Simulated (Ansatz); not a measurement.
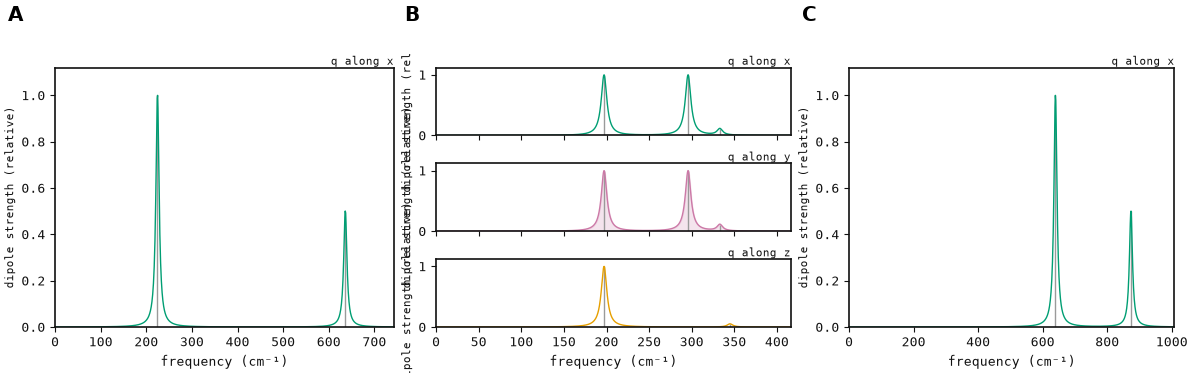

Each panel shows the polar optical modes, transverse and longitudinal, for each direction of approach to the zone centre for one of these solids: AlN, F-43m (No. 216), 10.6 Å³/atom; SnS₂, P-3m1 (No. 164), 24.1 Å³/atom; ZrO₂, Fm-3m (No. 225), 11.1 Å³/atom.

How it was computed, with Ansatz 0.2.0: optical phonons of an insulator on the approach to the zone centre along x, y and z with the field of polar modes, imaginary frequencies are negative, field response on a mesh refined by the program; plane waves with PAW datasets. Level: PBE, no spin polarisation.

> Which panel belongs to which solid?

A is ZrO₂ (strongest line at 224.4, highest clear line at 636.2 cm⁻¹); B is SnS₂ (strongest line at 197.1, highest clear line at 295.7 cm⁻¹); C is AlN (strongest line at 639.4, highest clear line at 873.3 cm⁻¹).

For SnS₂, limits of the calculation: weakly bound, no dispersion correction.
